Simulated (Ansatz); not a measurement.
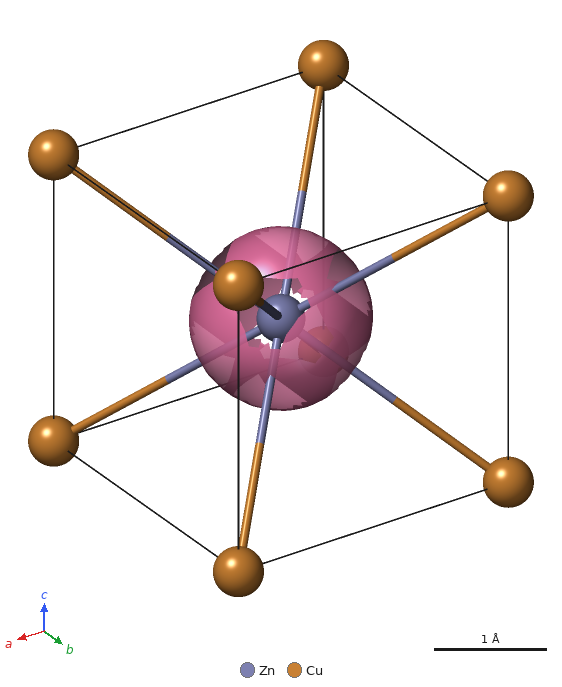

Figure 1: ZnCu. Density of the crystal less the sum of free-atom densities: pink surfaces at −0.04, none at +0.04 e/Å³, in the conventional cell seen at an oblique angle (the regions close to the nuclei are left out). Cores are masked to 0.8 Å (Zn) and 0.9 Å (Cu).

Space group Pm-3m; the calculation finds a residual pressure of about 2 GPa at this fixed cell.

These are results of DFT PBE, scalar-relativistic, plane waves, PAW (Ansatz 0.2.0), not measurements.

Core electrons are frozen (PAW), so the fields are smoothed inside the atomic spheres.

Input

```
crystal:
  lattice:
    - [2.945, 0.0, 0.0]
    - [0.0, 2.945, 0.0]
    - [0.0, 0.0, 2.945]
  atoms:
    - { symbol: Zn, position: [0.5, 0.5, 0.5] }
    - { symbol: Cu, position: [0.0, 0.0, 0.0] }
basis:
  ecutwfc: 500
  fft_grid_basis: typed
kpoints:
  mp_grid: { grid: [12, 12, 12] }
hamiltonian:
  xc: pbe
scf:
  occupations: { method: gaussian, width: 0.05 }
output:
  forces: true
  stress: true
  eigenvalues: true
  bader: true
  write_density: true
  volumetric_format: npy
  elf: true
```

Launched as:

```sh
ansatz run input.yaml --threads 1 --pin off --max-ram 2560MiB --backend cpu --events-out ev --progress --plain --runs-dir out
```

The picture shows the conventional cell (a = 2.94 Å, b = 2.94 Å, c = 2.94 Å, α = 90.00°, β = 90.00°, γ = 90.00°).

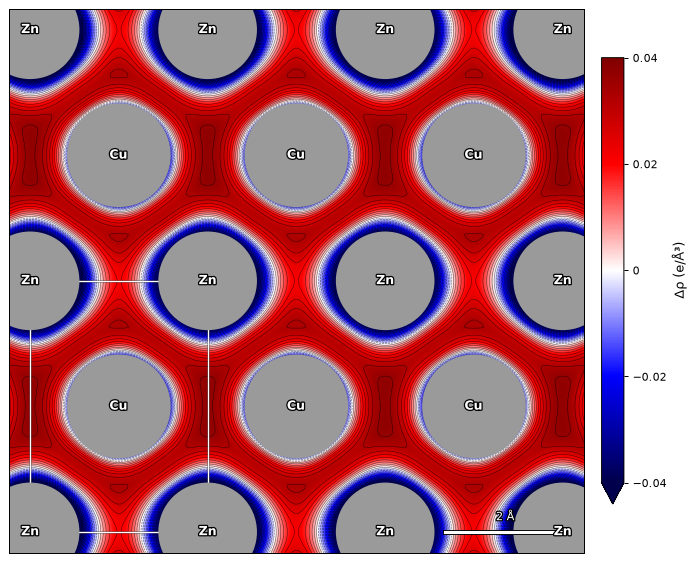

Second picture: a map on the (011̄) plane of the conventional cell, with grey discs over the atomic cores.

**Read the map: where is density gained and where lost?**

Cu–Zn (2.55 Å): Δρ is +0.03 e/Å³ at the midpoint.
Zn–Zn (2.94 Å): Δρ is +0.02 e/Å³ at the midpoint.
Cu–Cu (2.94 Å): Δρ is +0.04 e/Å³ at the midpoint.
Over the whole cell, outside the masked cores, the largest gain, 0.04 e/Å³, lies 1.5 Å from a copper nucleus and 1.8 Å from a zinc one, and the largest loss lies at the edge of the masked core of Zn.
The rearranged charge, half the integral of |Δρ|, is about 0.21 e an atom.
Bader charges: Zn +0.17 and Cu −0.17 e. Among metals such charges hang on how the charge between the atoms is shared out.
